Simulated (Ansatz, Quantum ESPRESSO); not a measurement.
# Si(111), F on both faces: the gap along the path at a withheld member of a series

Method. Quantum ESPRESSO 7.5, PBE, GBRV ultrasoft. All atoms relax in a periodic cell with 16 Å of vacuum in the starting cell; runs with a sawtooth field of 0 and 0.1 V/Å and a dipole correction follow on the relaxed atoms, and bands along a path. Fermi-Dirac smearing of 0.002 Ry. The slabs take the lattice constants of the bulk relaxed by the same program. The series steps the number of bilayers.

```
number of bilayers  gap along the path (eV)
        2 bilayers                    1.128
        3 bilayers                    0.916
        4 bilayers                    0.847
        6 bilayers                    0.770
        7 bilayers                    0.745
        8 bilayers                    0.735
       10 bilayers                    0.701
```

**Question.** What is the gap along the path at 5 bilayers?

By hand: The rows at 4 bilayers and 6 bilayers give a slope of (0.770 − (0.847))/(6 − (4)) = −0.0385, so a straight line gives 0.808 eV. A parabola through these and the row at 3 bilayers gives 0.798 eV.

What the calculation gave: 0.795 eV. The line misses by +0.013 and the parabola by +0.003 eV. The parabola does better.

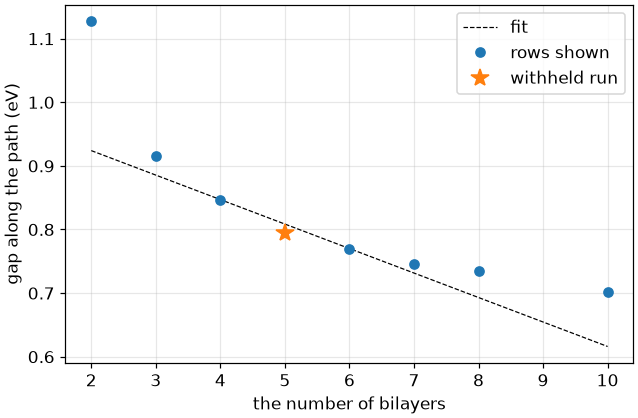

The rows shown, the fit and the withheld run.

Caveats: Semilocal gaps are too small; no spin-orbit coupling; every broken bond is capped, which crowds large atoms; the ions are held in the field.

[Logs are printed without paths, hosts, clocks, repeated set-up lines and the standing remarks that a program may print on its own settings, such as how far it seeks lower states.]
